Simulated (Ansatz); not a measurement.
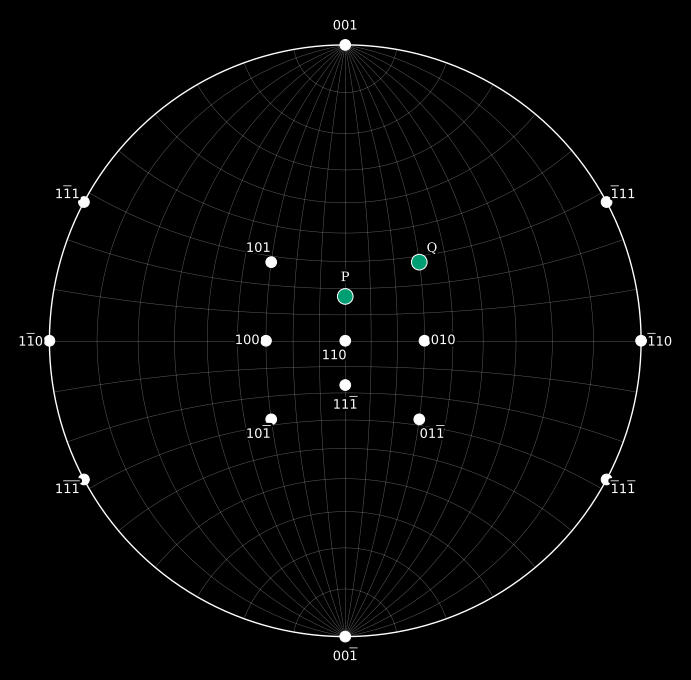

For ZrSe2, the input geometry of an electronic-structure calculation (not necessarily at equilibrium); the starting structure was generated, so it need not be a known form of this composition: stereographic projection of plane normals (upper hemisphere) centred on (1 1 0). Symmetry computed with spglib at a tolerance of 0.002 Å; standard conventional cell.

a = 3.788 Å, b = 3.788 Å, c = 6.180 Å, α = 90.00°, β = 90.00°, γ = 120.00°.

Question: Index the poles marked P, Q.

Answer: P is (1 1 1), in four indices (1 1 −2 1), 17.0° from the centre; Q is (0 1 1), in four indices (0 1 −1 1), 40.1° from the centre.

Question: What is the angle between the normals of (0 1 −1) and (1 −1 0), and what are their d_hkl = 1/|g|?

Answer: 116.2°; d = 2.898 Å and 3.281 Å.
